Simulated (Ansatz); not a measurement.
# AlRu: a changed input and its effect

System: AlRu (2 atoms in the cell).
Method of the first run: DFT PBE, scalar-relativistic, plane waves, PAW, no spin polarisation (Ansatz 0.2.0).

The structure derives from an entry of the Crystallography Open Database. Text and figures count atoms from 1; the logs count them from 0 in places.

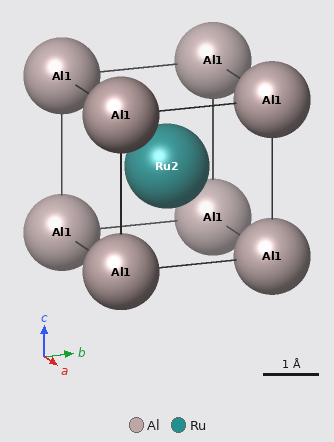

The structure (spheres-only view of the cell of the calculation, seen slightly off an axis; atoms are numbered from 1 in the order of the input).

Input, the first run:
```yaml
crystal:
  lattice:
    - [3.0041474085, 0.0, 0.0]
    - [0.0, 3.0041474085, 0.0]
    - [0.0, 0.0, 3.0041474085]
  atoms:
    - { symbol: Al, position: [0.0, 0.0, 0.0] }
    - { symbol: Ru, position: [0.5, 0.5, 0.5] }
basis:
  ecutwfc: 420
kpoints:
  mp_grid: { grid: [6, 6, 6] }
hamiltonian:
  xc: pbe
scf:
  occupations: { method: gaussian, width: 0.1 }
output:
  forces: true
  stress: true
  eigenvalues: true
```

Launched with:
```bash
ansatz run input.yaml --threads 2 --pin off --max-ram 5120MiB --backend cpu --events-out ev --progress --plain --runs-dir out
```

Hardware: 2 threads of AMD EPYC (Zen 3), 32 GiB of memory available, shared host.

Output, shortened to warnings, some set-up lines, iterations and results (the first run):
```
Basis set: ecut = 420 eV, 515 PW (Γ), exchange–correlation on 48×48×48 points (8 copies of the dense FFT grid, shifted against one another)
Symmetry: 48 space group operations
k-points: 20 of 216
Initial density: superposition of atomic densities (neutral atoms: chi_scale 0, normalization atom), corrected by the library's trained network
[...]
SCF iter   1: F=—  HF=-6417.471826 eV  |F-HF|=—  |Δ(HF+E_count)|=         —  Δρ=1.06e-2  dr2=9.79e-3  ethr=1.77e-3  ⟨swp⟩=5.0  Hψ=1474  notcnv=0
SCF iter   2: F=—  HF=-6417.470428 eV  |F-HF|=—  |Δ(HF+E_count)|=   1.40e-3  Δρ=5.62e-3  dr2=3.05e-3  ethr=5.15e-5  ⟨swp⟩=1.9  Hψ=458  notcnv=0
SCF iter   3: F=—  HF=-6417.469827 eV  |F-HF|=—  |Δ(HF+E_count)|=   6.01e-4  Δρ=3.20e-4  dr2=1.13e-5  ethr=1.60e-5  ⟨swp⟩=1.6  Hψ=325  notcnv=0
SCF iter   4: F=—  HF=-6417.469810 eV  |F-HF|=—  |Δ(HF+E_count)|=   1.72e-5  Δρ=9.90e-5  dr2=2.21e-6  ethr=5.94e-8  ⟨swp⟩=2.0  Hψ=445  notcnv=0
SCF iter   5: F=-6417.469810 eV  HF=-6417.469810 eV  |F-HF|=1.04e-10  |Δ(HF+E_count)|=   4.17e-7  Δρ=7.49e-6  dr2=3.63e-9  ethr=1.16e-8  ⟨swp⟩=2.5  Hψ=399  notcnv=0
SCF iter   6: F=-6417.469810 eV  HF=-6417.469810 eV  |F-HF|=6.91e-11  |Δ(HF+E_count)|=  9.08e-10  Δρ=1.91e-6  dr2=2.34e-10  ethr=1.91e-11  ⟨swp⟩=2.4  Hψ=876  notcnv=0
SCF 1 converged in 6 iterations: F = -6417.469810 eV  dr2 = 2.34e-10
SCF converged after 6 iterations
Free energy (F): -6417.469810 eV
Harris-Foulkes:  -6417.469810 eV  (|F-HF|=6.91e-11)
Internal energy: -6417.456553 eV  (E = F + TS)
E sigma→0 (E₀):  -6417.463181 eV
Entropy (-TS):   -0.013256 eV (-6.628 meV/atom)
Fermi energy:    15.746126 eV
--- Per-component energies (eV) ---
  E_band       = -124.119991
  E_kinetic    = 542.454392
  E_local      = -1809.697217  (includes V_loc(G=0)·N_el)
  E_nonlocal   = 354.455957
  E_hartree    = 642.908731
  E_xc         = -231.972230
  E_vxc        = -270.392298  (∫ρ·V_xc dr)
  E_paw        = -3929.114012  (= ΣΔE_a)
  E_vpaw       = -226.757746  (= ΣTr[D̂ρ^β])
  E_aug_tail   = -0.000169  (compensation charges beyond the density's cutoff)
  E_ewald      = -1986.492004
  E_smearing   = -0.013256  (= −TS)
  E_closure    = 0.000000  (closes the sum)
  Σ components = -6417.469810   (vs F -6417.469810, Δ=0.00e0)
--- Forces (eV/Å), atoms counted from 1 ---
  atom   1  Al    -0.00000000     0.00000000     0.00000000
  atom   2  Ru     0.00000000    -0.00000000     0.00000000
  max |Σ_I F_I| component: 4.76e-29 eV/Å
--- Stress (GPa, compression-positive) ---
       -0.120542       0.000000       0.000000
        0.000000      -0.120542      -0.000000
        0.000000       0.000000      -0.120542
  P = ⅓ Tr σ = -0.1205 GPa (-1.205 kbar)
```

For the second run the input was changed thus:
```diff
-basis:
-  ecutwfc: 420
-  mp_grid: { grid: [6, 6, 6] }
+  mp_grid: { grid: [14, 14, 14] }
+  n_extra_bands: 4
+accuracy: high
```

What does this change do to the results?

The free energy of the second run is 1.5 meV per atom higher, the joint effect of these numerical settings, which can't be told apart here. The SCF takes 7 iterations against 6. The irreducible k-points go from 20 to 120.

Output, shortened to warnings, some set-up lines, iterations and results (the second run):
```
Basis set: ecut = 420 eV, 515 PW (Γ), exchange–correlation on 50×50×50 points (8 copies of the dense FFT grid, shifted against one another)
Symmetry: 48 space group operations
k-points: 120 of 2744
Initial density: superposition of atomic densities (neutral atoms: chi_scale 0, normalization atom), corrected by the library's trained network
[...]
SCF iter   1: F=—  HF=-6417.467525 eV  |F-HF|=—  |Δ(HF+E_count)|=         —  Δρ=3.59e-3  dr2=3.38e-3  ethr=1.77e-3  ⟨swp⟩=5.0  Hψ=8834  notcnv=0
SCF iter   2: F=—  HF=-6417.467031 eV  |F-HF|=—  |Δ(HF+E_count)|=   4.94e-4  Δρ=2.13e-3  dr2=1.41e-3  ethr=1.78e-5  ⟨swp⟩=2.1  Hψ=2880  notcnv=0
SCF iter   3: F=—  HF=-6417.466773 eV  |F-HF|=—  |Δ(HF+E_count)|=   2.57e-4  Δρ=2.83e-4  dr2=1.63e-5  ethr=7.42e-6  ⟨swp⟩=2.0  Hψ=2106  notcnv=0
SCF iter   4: F=—  HF=-6417.466787 eV  |F-HF|=—  |Δ(HF+E_count)|=   1.32e-5  Δρ=8.65e-5  dr2=9.20e-7  ethr=8.56e-8  ⟨swp⟩=2.0  Hψ=2133  notcnv=0
SCF iter   5: F=-6417.466787 eV  HF=-6417.466787 eV  |F-HF|=1.48e-9  |Δ(HF+E_count)|=   3.03e-8  Δρ=1.09e-5  dr2=7.15e-9  ethr=4.84e-9  ⟨swp⟩=2.4  Hψ=2725  notcnv=0
SCF iter   6: F=-6417.466787 eV  HF=-6417.466787 eV  |F-HF|=3.46e-11  |Δ(HF+E_count)|=  1.49e-10  Δρ=2.22e-6  dr2=2.39e-10  ethr=3.76e-11  ⟨swp⟩=2.6  Hψ=5368  notcnv=0
SCF iter   7: F=-6417.466787 eV  HF=-6417.466787 eV  |F-HF|=0.00e0  |Δ(HF+E_count)|=  7.28e-12  Δρ=3.77e-7  dr2=6.34e-12  ethr=1.00e-12  ⟨swp⟩=5.0  Hψ=6712  notcnv=0
SCF 1 converged in 7 iterations: F = -6417.466787 eV  dr2 = 6.34e-12
SCF converged after 7 iterations
Free energy (F): -6417.466787 eV
Harris-Foulkes:  -6417.466787 eV  (|F-HF|=0.00e0)
Internal energy: -6417.456950 eV  (E = F + TS)
E sigma→0 (E₀):  -6417.461868 eV
Entropy (-TS):   -0.009837 eV (-4.918 meV/atom)
Fermi energy:    15.870783 eV
--- Per-component energies (eV) ---
  E_band       = -123.950007
  E_kinetic    = 542.635551
  E_local      = -1810.087644  (includes V_loc(G=0)·N_el)
  E_nonlocal   = 354.555597
  E_hartree    = 643.088515
  E_xc         = -231.986495
  E_vxc        = -270.408250  (∫ρ·V_xc dr)
  E_paw        = -3929.170300  (= ΣΔE_a)
  E_vpaw       = -226.822183  (= ΣTr[D̂ρ^β])
  E_aug_tail   = -0.000169  (compensation charges beyond the density's cutoff)
  E_ewald      = -1986.492004
  E_smearing   = -0.009837  (= −TS)
  E_closure    = 0.000000  (closes the sum)
  Σ components = -6417.466787   (vs F -6417.466787, Δ=0.00e0)
--- Forces (eV/Å), atoms counted from 1 ---
  atom   1  Al    -0.00000000     0.00000000    -0.00000000
  atom   2  Ru     0.00000000     0.00000000     0.00000000
  max |Σ_I F_I| component: 2.19e-29 eV/Å
--- Stress (GPa, compression-positive) ---
       -0.023884       0.000000       0.000000
        0.000000      -0.023884       0.000000
        0.000000       0.000000      -0.023884
  P = ⅓ Tr σ = -0.0239 GPa (-0.239 kbar)
```

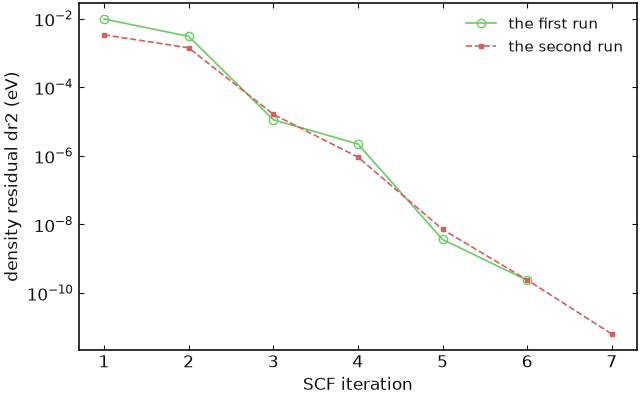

Convergence of the two runs: density residual dr2 against the SCF iteration. The first run takes 6 iterations in all, and the second run takes 7.

The two runs side by side:

| quantity | the first run | the second run |
| --- | --- | --- |
| outcome | converged | converged |
| free energy per atom (eV) | −3208.7349 | −3208.7334 |
| energy per atom, smearing taken to zero (eV) | −3208.7316 | −3208.7309 |
| gap on the mesh (eV) | 0.00 | 0.00 |
| pressure (GPa) | −0.12 | −0.02 |
| largest force (eV/Å) | 0.000 | 0.000 |
| SCF iterations | 6 | 7 |
| irreducible k-points | 20 | 120 |
| plane waves at Γ | 515 | 515 |
